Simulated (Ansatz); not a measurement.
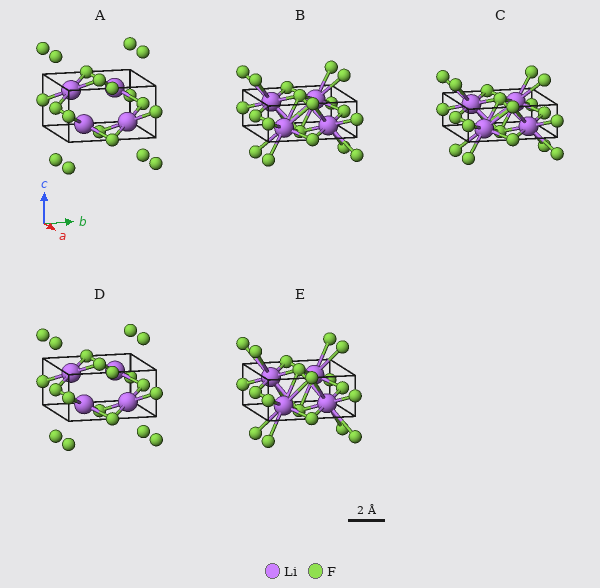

5 geometries from one relaxation of solid LiF (a generated structure, set up in Imma) (coarse preliminary run), in shuffled order. Style: ball-and-stick. Shown: the conventional cell (2 times the calculation's cell), slightly off an axis. Lengths and directions refer to the drawn axes.

Level of theory: Ansatz 0.2.0, DFT PBE, scalar-relativistic, plane waves, PAW. (plane-wave cutoff 420 eV; k-point mesh 10 × 10 × 10; occupations gaussian; smearing width 0.1 eV; no spin polarisation; cell and atoms relaxed; force threshold 0.04 eV/Å; at most 70 steps)

Question: Put them in the order of the run, from the start to the converged end.

Answer: C, B, E, D, A. They are steps 0, 2, 5, 10, 20, at +1258 meV per atom, +654 meV per atom, +319 meV per atom, +54.1 meV per atom relative to the last. No atom moves by more than 0.005 Å relative to the cell. The drawn cell changes as follows: a 5.132 → 5.185 Å (+1.0 %), b 5.132 → 5.042 Å (−1.8 %), c 1.851 → 2.917 Å (+57.5 %); the volume changes by +56.4 %. Near-neighbour distances that change, for instance: Li–Li 1.851 → 2.917 Å, F–Li 2.285 → 2.838 Å, F–Li 1.873 → 1.950 Å, Li–Li 2.566 → 2.521 Å. Among the angles between lasting bonds that change: Li–F–Li 93.5° → 99.4°, Li–F–Li 86.5° → 80.6°, F–Li–F 93.5° → 96.7°. The space group stays Imma (No. 74). After 16 accepted moves (20 points after the start) the energy has fallen by 1258 meV per atom. All forces vanish by symmetry, so only the cell relaxes. Pressure: 74.33 GPa at the start and 0.05 GPa at the end. The SCF was repeated 4 times at an unchanged geometry on a basis and grid sized afresh for the cell, which shifted the energy by 142 meV per atom at most. Cost: 91 s on 1 thread of Arm Neoverse V1, on a shared host, peak memory 0.36 GiB.
